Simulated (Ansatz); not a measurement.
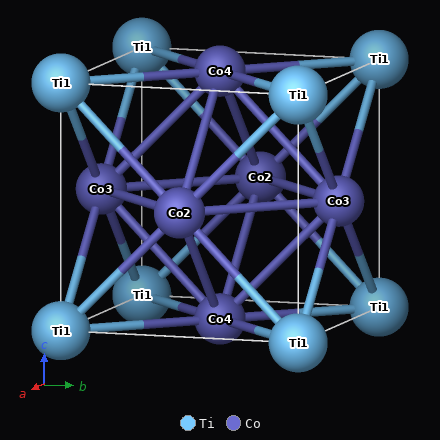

The system is TiCo₃ (Pm-3m, No. 221; 4 atoms in the cell); the picture shows the reference structure. The energy is mapped over volume and a fixed ferromagnetic moment. First axis: volume per atom. Second axis: total spin moment of the cell, held fixed. Nothing is relaxed (shape and fractional coordinates fixed). Grid: 9 × 11 points. Points are written as (first, second). Energies are in meV/atom, from the lowest grid point. The moment is held fixed and parallel; antiferromagnetic orders weren't tried. Computed with DFT PBEsol, scalar-relativistic, plane waves, PAW (Ansatz). Settings: cutoff 520 eV, k-mesh 12×12×12, gaussian smearing 0.15 eV.

Its coordinates:

```yaml
crystal:
  lattice:
    - [3.52803, 0.00000, 0.00000]
    - [0.00000, 3.52803, 0.00000]
    - [0.00000, 0.00000, 3.52803]
  atoms:
    - { symbol: Ti, position: [0.00000, 0.00000, 0.00000] }
    - { symbol: Co, position: [0.00000, 0.50000, 0.50000] }
    - { symbol: Co, position: [0.50000, 0.00000, 0.50000] }
    - { symbol: Co, position: [0.50000, 0.50000, 0.00000] }
```

Range: volume per atom from 8.23 to 13.72 Å³; total spin moment of the cell, held fixed from 0.00 to 7.60 μB.

### What will the energy surface look like?

The lowest grid point is at (10.98 Å³, 0.76 μB). No other kind of well shows on this grid. The highest grid point, (8.23 Å³, 7.60 μB), lies 2575 meV/atom above the lowest.

| second ↓, first → | 8.23 | 8.92 | 9.61 | 10.29 | 10.98 | 11.66 | 12.35 | 13.04 | 13.72 |
| --- | --- | --- | --- | --- | --- | --- | --- | --- | --- |
| 7.60 | 2575 | 1899 | 1437 | 1132 | 941 | 835 | 792 | 794 | 832 |
| 6.84 | 2274 | 1636 | 1206 | 927 | 759 | 673 | 646 | 664 | 714 |
| 6.08 | 1990 | 1390 | 993 | 741 | 595 | 527 | 516 | 548 | 610 |
| 5.32 | 1723 | 1159 | 792 | 566 | 443 | 393 | 398 | 443 | 517 |
| 4.56 | 1473 | 940 | 601 | 400 | 299 | 268 | 289 | 347 | 433 |
| 3.80 | 1243 | 737 | 423 | 244 | 162 | 149 | 186 | 259 | 357 |
| 3.04 | 1037 | 556 | 263 | 103 | 38 | 41 | 92 | 179 | 289 |
| 2.28 | 943 | 481 | 205 | 59 | 6 | 20 | 81 | 175 | 292 |
| 1.52 | 893 | 445 | 181 | 46 | 3 | 25 | 95 | 197 | 322 |
| 0.76 | 861 | 422 | 165 | 37 | 0 | 28 | 103 | 210 | 340 |
| 0.00 | 853 | 416 | 162 | 36 | 0 | 30 | 106 | 215 | 347 |

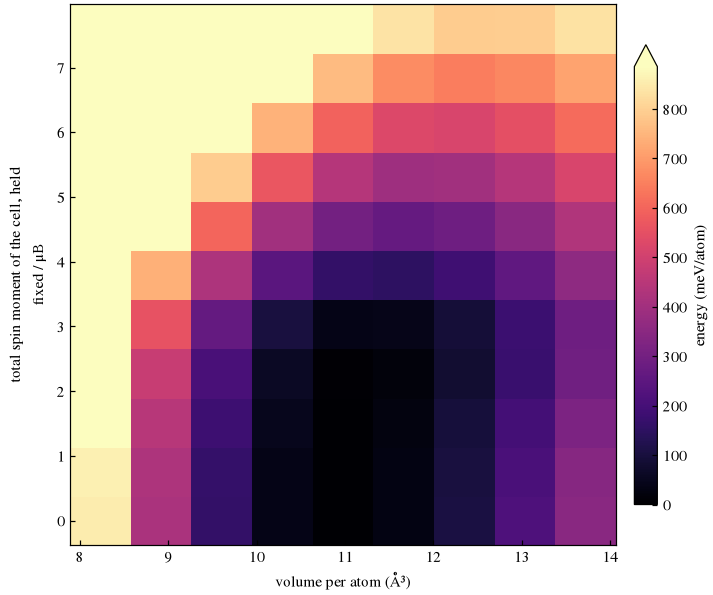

In the figure: one coloured cell a grid point, one colour for all values above the top of the scale.

Time for the 99 points that were run: 12 min on 4 threads of Arm Neoverse V2, with other jobs on the host.
